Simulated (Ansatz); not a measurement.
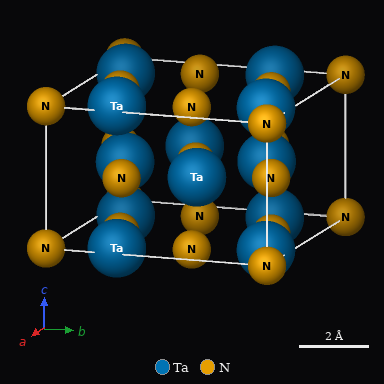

The structure above is drawn in spheres-only style and viewed slightly off an axis. The conventional unit cell is outlined; an atom on or near a face, edge or corner is repeated at each equivalent position.

Ta$_{4}$N$_{5}$, space group I4/m (No. 87), a = 6.87 Å, b = 6.87 Å, c = 4.27 Å, α = 90.00°, β = 90.00°, γ = 90.00°.

Method: Ansatz 0.2.0, DFT PBEsol, scalar-relativistic, plane waves, PAW; 420 eV cutoff, k-points about 0.17 Å⁻¹ apart, Gaussian smearing of 0.1 eV, no spin polarisation.

**Predict the gap.**

A metal: bands cross the Fermi level.

**Would the cell expand or shrink if it could?**

The computed pressure is -5.1 GPa (stretched: it would shrink). The stress isn't hydrostatic: its largest component is 5.8 GPa.

The cell started as a structure listed in the Materials Project. Earlier steps of the study, as a rule a relaxation of our own, may have changed the cell and positions, so they can lie some per cent off the listed ones. It was run through Ansatz as a DFT input.

At this level of theory the run's own cell isn't at rest (stretched, at -5 GPa), so its distances can differ from those at equilibrium, the more so the softer the solid.
